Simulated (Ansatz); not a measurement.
## Two runs on Ge

System: Ge (2 atoms in the cell).
Method of run A: DFT r2SCAN, scalar-relativistic, plane waves, PAW, no spin polarisation (Ansatz 0.2.0).

The structure derives from an entry of the Crystallography Open Database. Text and figures count atoms from 1; the logs count them from 0 in places.

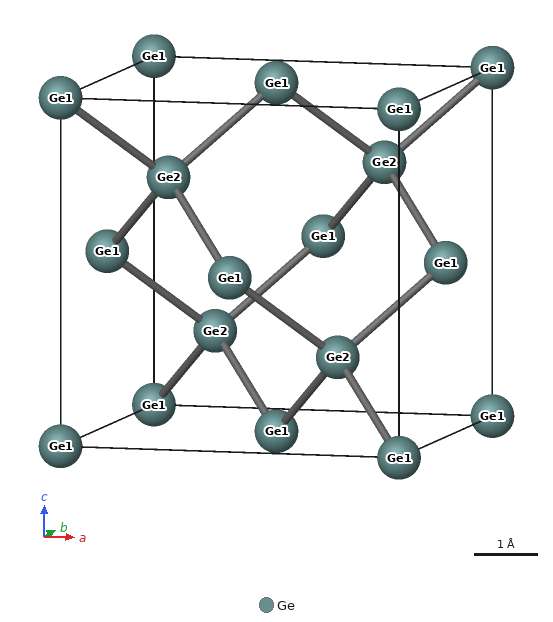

**Figure 1.** The input geometry (ball-and-stick view of the cell 4 times as large as that of the calculation, set on its symmetry axes, seen slightly off an axis; atoms are numbered from 1 in the order of the input). An atom can appear more than once, as a periodic image. Near neighbours in the periodic cell (some may lie outside the picture): Ge has 4 Ge at 2.45 Å.

The input, run A:
```yaml
crystal:
  lattice:
    - [0.0, -2.82877, -2.82877]
    - [2.82877, 0.0, -2.82877]
    - [2.82877, -2.82877, 0.0]
  atoms:
    - { symbol: Ge, position: [0.0, 0.0, 0.0] }
    - { symbol: Ge, position: [0.75, 0.75, 0.75] }
basis:
  ecutwfc: 500
kpoints:
  mp_grid: { grid: [12, 12, 12] }
hamiltonian:
  xc: r2scan
scf:
  occupations: { method: gaussian, width: 0.02 }
output:
  forces: true
  stress: true
  eigenvalues: true
relax:
  adjacent_minimum: "off"
  f_tol: 0.005
  max_steps: 80
  cell: { stress_tol: 0.05 }
```

Command:
```bash
ansatz run input.yaml --threads 2 --pin off --max-ram 5120MiB --backend cpu --events-out ev --progress --plain --runs-dir out
```

Hardware: 2 threads of Arm Neoverse V1, 24 GiB of memory available, shared host.

Output, shortened to warnings, some set-up lines, iterations and results (run A):
```
Basis set: ecut = 500 eV, 1139 PW (Γ), exchange–correlation on 120×120×120 points (64 copies of the dense FFT grid, shifted against one another)
Symmetry: 48 space group operations
k-points: 72 of 1728
Initial density: superposition of atomic densities (neutral atoms: chi_scale 0, normalization atom), corrected by the library's trained network
[...]
SCF iter   1: F=—  HF=-8605.802796 eV  |F-HF|=—  |Δ(HF+E_count)|=         —  Δρ=6.36e-3  dr2=5.79e-3  dr2_τ=4.54e-3  ethr=1.77e-3  ⟨swp⟩=6.0  Hψ=6037  notcnv=0
SCF iter   2: F=—  HF=-8605.812564 eV  |F-HF|=—  |Δ(HF+E_count)|=   9.77e-3  Δρ=1.37e-3  dr2=4.67e-4  dr2_τ=2.42e-5  ethr=2.07e-5  ⟨swp⟩=2.5  Hψ=3210  notcnv=0
SCF iter   3: F=—  HF=-8605.812556 eV  |F-HF|=—  |Δ(HF+E_count)|=   8.80e-6  Δρ=9.82e-4  dr2=1.33e-4  dr2_τ=1.67e-6  ethr=1.67e-6  ⟨swp⟩=2.0  Hψ=2191  notcnv=0
SCF iter   4: F=—  HF=-8605.812609 eV  |F-HF|=—  |Δ(HF+E_count)|=   5.30e-5  Δρ=4.72e-5  dr2=6.46e-7  dr2_τ=2.31e-8  ethr=4.75e-7  ⟨swp⟩=2.2  Hψ=1654  notcnv=0
SCF iter   5: F=—  HF=-8605.812609 eV  |F-HF|=—  |Δ(HF+E_count)|=   7.21e-7  Δρ=9.35e-6  dr2=2.19e-8  dr2_τ=2.01e-10  ethr=2.31e-9  ⟨swp⟩=2.0  Hψ=2301  notcnv=0
[... 17 lines ...]
SCF iter   3: F=—  HF=-8605.813486 eV  |F-HF|=—  |Δ(HF+E_count)|=   1.23e-6  Δρ=7.84e-6  dr2=6.51e-10  dr2_τ=6.31e-9  ethr=4.17e-11  ⟨swp⟩=2.0  Hψ=2291  notcnv=0
SCF iter   4: F=—  HF=-8605.813486 eV  |F-HF|=—  |Δ(HF+E_count)|=   1.34e-7  Δρ=4.22e-7  dr2=3.17e-11  dr2_τ=5.74e-12  ethr=2.33e-12  ⟨swp⟩=2.0  Hψ=2306  notcnv=0
SCF iter   5: F=-8605.813486 eV  HF=-8605.813486 eV  |F-HF|=9.09e-12  |Δ(HF+E_count)|=  1.18e-10  Δρ=1.04e-7  dr2=6.70e-13  dr2_τ=7.41e-13  ethr=1.00e-12  ⟨swp⟩=5.0  Hψ=5299  …
SCF 4 converged in 5 iterations: F = -8605.813486 eV  dr2 = 6.70e-13
relax step   4: F+E_penalty+E_count = -8605.81348575 eV  Δ(F+E_penalty+E_count) = -1.277e-4 eV  max|allowed force component| = 5.551e-17 eV/Å  Δτ_max = 0.0000 Å  P = +0.003 …
basis re-selected at this cell: Δ(F+E_penalty+E_count) = -1.277e-4 eV, ΔP = +0.002 GPa vs the last step (what re-selecting the basis moved, of the pressure what is left beyond the Pulay correction that the steps carried, after the strain that the cell walked since its last selection, with what the …
SCF converged after 5 iterations
Free energy (F): -8605.813486 eV
Harris-Foulkes:  -8605.813486 eV  (|F-HF|=9.09e-12)
Internal energy: -8605.813486 eV  (E = F + TS)
E sigma→0 (E₀):  -8605.813486 eV
Fermi energy:    8.435027 eV
--- Per-component energies (eV) ---
  E_band       = -320.638727
  E_kinetic    = 221.951207
  E_local      = -4957.116214  (includes V_loc(G=0)·N_el)
  E_nonlocal   = 839.937560
  E_hartree    = 2176.975657
  E_xc         = -138.185930
  E_vxc        = -135.792748  (∫ρ·V_xc dr)
  E_paw        = -4068.206975  (= ΣΔE_a)
  E_vpaw       = -651.199331  (= ΣTr[D̂ρ^β])
  E_aug_tail   = 0.000037  (compensation charges beyond the density's cutoff)
  E_vtau       = 7.629501  (kinetic-family band-sum trace: ∫τ·v_τ [+ j·A + Jᵃ·Aᵃ] dr)
  E_ewald      = -2678.997296
  E_core_change = -2.171532  (= ΣΔE_core)
  E_smearing   = -0.000000  (= −TS)
  E_closure    = -0.000000  (closes the sum)
  Σ components = -8605.813486   (vs F -8605.813486, Δ=0.00e0)
--- Forces (eV/Å), atoms counted from 1 ---
  atom   1  Ge     0.00000000     0.00000000     0.00000000
  atom   2  Ge    -0.00000000     0.00000000    -0.00000000
  max |Σ_I F_I| component: 5.20e-17 eV/Å
--- Stress (GPa, compression-positive) ---
        0.003094      -0.000000       0.000000
       -0.000000       0.003094      -0.000000
        0.000000      -0.000000       0.003094
  P = ⅓ Tr σ = 0.0031 GPa (0.031 kbar)
--- Relaxed structure (3 steps of the walk, 3 accepted, 1 SCFs on fresh bases) ---
  F+E_penalty+E_count = -8605.81348575 eV   max|allowed force component| = 5.551e-17 eV/Å   (the final SCF, on the basis selected at the relaxed cell)
  cell:  # Å, volume = 45.6919 Å³
    - [-8.279979553455355e-35, -2.837502769367428, -2.837502769367428]
    - [2.837502769367428, -9.999667614557595e-34, -2.837502769367428]
    - [2.837502769367428, -2.837502769367428, 4.585834829606032e-34]
  atoms:
    - { symbol: Ge, position: [1.826202144541154e-35, 2.7127080399494806e-35, -7.818981997501444e-35] }
    - { symbol: Ge, position: [0.75, 0.75, 0.75] }
```

The input of run B differs as follows (lines with − go, lines with + come):
```diff
-  ecutwfc: 500
+  ecutrho_ratio: 4
+  xc_grid: 3
-  xc: r2scan
+  xc: rpbe
```

Predict how the results change.

The total energies belong to different methods, so their difference says nothing on which is more stable or more accurate. The gap of 0.35 eV on the mesh closes. The volume per atom goes from 22.85 to 24.57 Å³. The functional changes from r2SCAN to RPBE. The SCF takes 27 iterations over all geometry steps against 19. On the same kind of shared host run B took about 0.69 times as long.

Output, shortened to warnings, some set-up lines, iterations and results (run B):
```
Basis set: ecut = 420 eV, 893 PW (Γ), exchange–correlation on 81×81×81 points (27 copies of the dense FFT grid, shifted against one another)
Symmetry: 48 space group operations
k-points: 72 of 1728
Initial density: superposition of atomic densities (neutral atoms: chi_scale 0, normalization atom), corrected by the library's trained network
[...]
SCF iter   1: F=—  HF=-8601.367524 eV  |F-HF|=—  |Δ(HF+E_count)|=         —  Δρ=2.28e-3  dr2=9.26e-4  ethr=1.77e-3  ⟨swp⟩=6.0  Hψ=6046  notcnv=0
SCF iter   2: F=—  HF=-8601.366615 eV  |F-HF|=—  |Δ(HF+E_count)|=   9.09e-4  Δρ=7.15e-4  dr2=2.51e-4  ethr=3.31e-6  ⟨swp⟩=2.0  Hψ=3168  notcnv=0
SCF iter   3: F=—  HF=-8601.366513 eV  |F-HF|=—  |Δ(HF+E_count)|=   1.02e-4  Δρ=2.75e-4  dr2=2.74e-5  ethr=8.97e-7  ⟨swp⟩=2.0  Hψ=2304  notcnv=0
SCF iter   4: F=—  HF=-8601.366536 eV  |F-HF|=—  |Δ(HF+E_count)|=   2.24e-5  Δρ=6.73e-5  dr2=5.11e-7  ethr=9.77e-8  ⟨swp⟩=3.0  Hψ=2304  notcnv=0
SCF iter   5: F=-8601.366538 eV  HF=-8601.366538 eV  |F-HF|=1.44e-7  |Δ(HF+E_count)|=   2.27e-6  Δρ=7.38e-6  dr2=1.05e-8  ethr=1.82e-9  ⟨swp⟩=2.0  Hψ=2304  notcnv=0
[... 27 lines ...]
SCF iter   7: F=—  HF=-8601.428236 eV  |F-HF|=—  |Δ(HF+E_count)|=   2.74e-5  Δρ=1.10e-6  dr2=1.36e-9  ethr=6.82e-12  ⟨swp⟩=2.9  Hψ=1674  notcnv=0
SCF iter   8: F=—  HF=-8601.428236 eV  |F-HF|=—  |Δ(HF+E_count)|=   3.15e-9  Δρ=2.05e-7  dr2=4.90e-11  ethr=4.85e-12  ⟨swp⟩=2.0  Hψ=1586  notcnv=0
SCF iter   9: F=-8601.428236 eV  HF=-8601.428236 eV  |F-HF|=3.64e-12  |Δ(HF+E_count)|=  4.37e-11  Δρ=2.23e-8  dr2=3.09e-13  ethr=1.00e-12  ⟨swp⟩=5.8  Hψ=4983  notcnv=0
SCF 5 converged in 9 iterations: F = -8601.428236 eV  dr2 = 3.09e-13
relax step   5: F+E_penalty+E_count = -8601.42823649 eV  Δ(F+E_penalty+E_count) = -7.703e-4 eV  max|allowed force component| = 1.850e-17 eV/Å  Δτ_max = 0.0000 Å  P = +0.028 …
basis re-selected at this cell: Δ(F+E_penalty+E_count) = -7.703e-4 eV, ΔP = +0.022 GPa vs the last step (what re-selecting the basis moved, of the pressure what is left beyond the Pulay correction that the steps carried, after the strain that the cell walked since its last selection, with what the …
SCF converged after 9 iterations
Free energy (F): -8601.428236 eV
Harris-Foulkes:  -8601.428236 eV  (|F-HF|=3.64e-12)
Internal energy: -8601.428212 eV  (E = F + TS)
E sigma→0 (E₀):  -8601.428224 eV
Entropy (-TS):   -0.000024 eV (-0.012 meV/atom)
Fermi energy:    7.645914 eV
--- Per-component energies (eV) ---
  E_band       = -320.403092
  E_kinetic    = 220.708274
  E_local      = -5056.820423  (includes V_loc(G=0)·N_el)
  E_nonlocal   = 835.109222
  E_hartree    = 2214.865297
  E_xc         = -150.351212
  E_vxc        = -127.603378  (∫ρ·V_xc dr)
  E_paw        = -4049.941960  (= ΣΔE_a)
  E_vpaw       = -621.527957  (= ΣTr[D̂ρ^β])
  E_aug_tail   = 0.000547  (compensation charges beyond the density's cutoff)
  E_ewald      = -2614.634146
  E_core_change = -0.363813  (= ΣΔE_core)
  E_smearing   = -0.000024  (= −TS)
  E_closure    = -0.000000  (closes the sum)
  Σ components = -8601.428236   (vs F -8601.428236, Δ=0.00e0)
--- Forces (eV/Å), atoms counted from 1 ---
  atom   1  Ge     0.00000000     0.00000000     0.00000000
  atom   2  Ge    -0.00000000    -0.00000000    -0.00000000
  max |Σ_I F_I| component: 1.85e-17 eV/Å
--- Stress (GPa, compression-positive) ---
        0.028466      -0.000000       0.000000
        0.000000       0.028466       0.000000
        0.000000      -0.000000       0.028466
  P = ⅓ Tr σ = 0.0285 GPa (0.285 kbar)
--- Relaxed structure (4 steps of the walk, 4 accepted, 1 SCFs on fresh bases) ---
  F+E_penalty+E_count = -8601.42823649 eV   max|allowed force component| = 1.850e-17 eV/Å   (the final SCF, on the basis selected at the relaxed cell)
  cell:  # Å, volume = 49.1499 Å³
    - [-2.4203017156254065e-34, -2.9073521658094714, -2.9073521658094714]
    - [2.9073521658094714, -1.0827665569903128e-33, -2.9073521658094714]
[...]
```

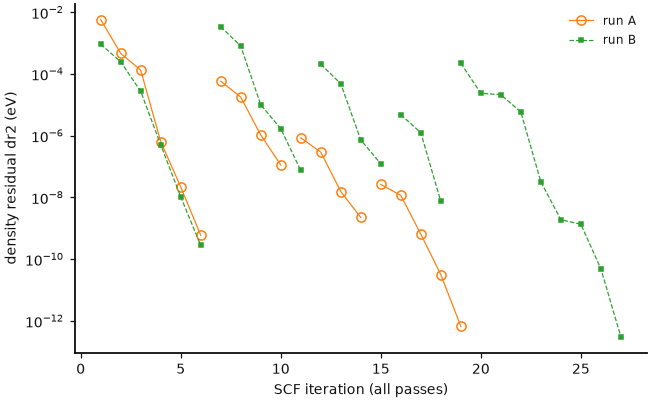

**Figure 2.** Convergence of the two runs: density residual dr2 against the SCF iteration. A break in a curve parts two SCF passes. Run A takes 19 iterations in all, and run B takes 27.

The two runs side by side:

| quantity | run A | run B |
| --- | --- | --- |
| outcome | converged | converged |
| free energy per atom (eV) | −4302.9067 | −4300.7141 |
| gap on the mesh (eV) | 0.35 | 0.00 |
| pressure (GPa) | 0.00 | 0.03 |
| volume per atom (Å³) | 22.85 | 24.57 |
| largest force (eV/Å) | 0.000 | 0.000 |
| SCF iterations | 19 | 27 |
| irreducible k-points | 72 | 72 |
| wall time (shared host) | 14 s | 9.3 s |
